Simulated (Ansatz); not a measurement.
A Fermi-surface calculation for TiAl₃ in space group I4/mmm.

The calculation's input:

```yaml
crystal:
  lattice:
    - [-1.91110677, 1.91110677, 4.28066879]
    - [1.91110677, -1.91110677, 4.28066879]
    - [1.91110677, 1.91110677, -4.28066879]
  atoms:
    - { symbol: Ti, position: [0.0, 0.0, 0.0] }
    - { symbol: Al, position: [0.5, 0.5, 0.0] }
    - { symbol: Al, position: [0.75, 0.25, 0.5] }
    - { symbol: Al, position: [0.25, 0.75, 0.5] }
basis:
  ecutwfc: 420
kpoints:
  mp_grid: { grid: [14, 14, 14] }
hamiltonian:
  xc: pbesol
scf:
  occupations: { method: gaussian, width: 0.05 }
output:
  forces: true
  eigenvalues: true
  eigenstates:
    nscf_kmesh: { grid: [24, 24, 24] }
    top_band: c6
    de_dk: true
    localisation: true
  stress: true
checkpoint:
  write: ck
  compress: false
  write_wavefunctions: false
  write_every: 100000
```

Command:

```sh
ansatz run input.yaml --threads 1 --pin off --max-ram 3072MiB --backend cpu --events-out ev --progress --plain --runs-dir out
```

All numbers here come from DFT PBEsol, scalar-relativistic, plane waves, PAW; levels and slopes on a dense k mesh at the converged density in Ansatz. No spin polarisation. Mesh 24×24×24, interpolated with the band slopes. The geometry was not relaxed. The cell comes from a database of computed structures, not from a measurement.

Three bands cross the Fermi level; this is a three-dimensional metal. The density of states at the Fermi level is 1.7 states/eV per primitive cell. The intraband plasma frequencies along the cartesian axes x, y and z of the cell as given are 4.2, 4.2 and 3.9 eV.

Band 9: four hole pockets on the G–M line, no more than about three mesh steps wide (each 0.07 % of the zone); mean Fermi speed 5.0 × 10⁵ m/s; weight Ti (59 %) and Al (41 %).
Band 10: one hole pocket in a ring or shell around M (7.0 % of the zone).
Band 11: an open network that joins neighbouring zones in all directions (the band is filled at X and P and empty at Γ, M and N); mean Fermi speed 5.5 × 10⁵ m/s.
A pocket cut by a face of the zone is counted once with the part on the opposite face.
Weights are shares of the states' density in the atoms' Voronoi cells.

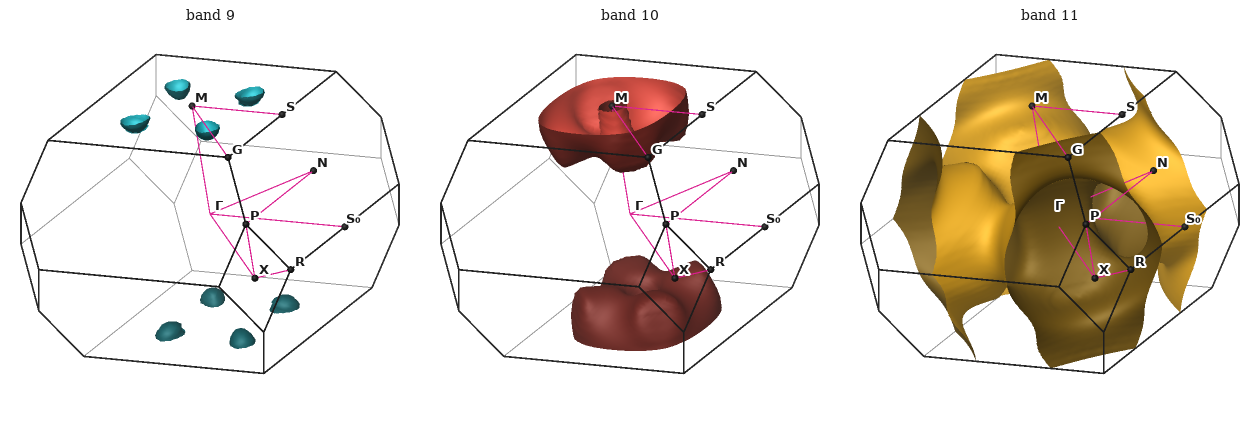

Each panel holds one band. The brighter face of a sheet looks towards empty states.

A magnetic state wasn't tried and may lie lower. Necks and pockets thinner than about two mesh steps aren't resolved, so separate pockets may in truth be joined.

The run (self-consistency and the dense mesh) took 59 s on 1 thread of Arm Neoverse V1, with other jobs on the host, peak memory 0.78 GiB.
